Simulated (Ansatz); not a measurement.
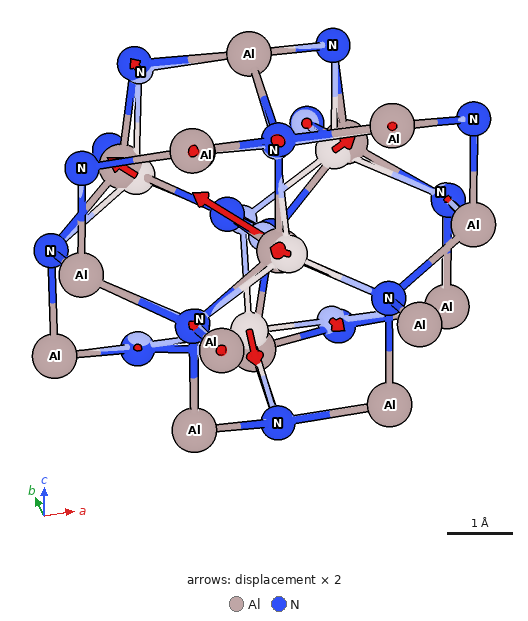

This is a relaxation of a defect cell of composition Al48N49 (cell charge +1). The starting structure is drawn faded, the final one solid; red arrows show the displacements, 2 times their true length.

A ball-and-stick model of the atoms within 4.2 Å of the atom that moves most (axes of the cell of the calculation (origin shifted)), seen from a free direction.

These are results of DFT, PBEsol, PAW, plane waves (Ansatz), not measurements. (plane-wave cutoff 420 eV; k-point mesh 1 × 1 × 1; mesh shifted by (0.25, 0.25, 0.25); collinear spin; atoms relaxed in a fixed cell; force threshold 0.03 eV/Å; at most 80 steps)

**Atoms of which element are displaced furthest, and by how much?**

Nitrogen: up to 0.74 Å, against 0.38 Å for aluminium.

**What happened in the run?**

The energy falls by 5.254 eV per cell of the calculation in 8 geometry steps. The largest force component goes from 14 to 0.0054 eV/Å. The atom that moves furthest is an N atom (0.74 Å roughly along [−3 3 1]). By element the largest moves are N 0.74 Å, Al 0.38 Å. The cell doesn't change. Some distances before and after: Al–N 1.822 → 2.582 Å, Al–N 2.396 → 1.888 Å, Al–N 1.542 → 1.882 Å, N–N 1.494 → 1.276 Å. New bonds form: Al–N (2.40 → 1.89 Å). Bonds break: Al–N (1.82 → 2.58 Å). Among the angles between lasting bonds that change: Al–N–N 177.4° → 113.0°, Al–N–N 92.2° → 117.4°, N–Al–N 126.8° → 104.5°. Cost: 8.3 s on 1 × NVIDIA GB200 with 8 threads of Arm Neoverse-V2, peak memory 2 GiB.

Limits of the set-up: the cell is charged, on a uniform background, and energies carry no finite-size correction.
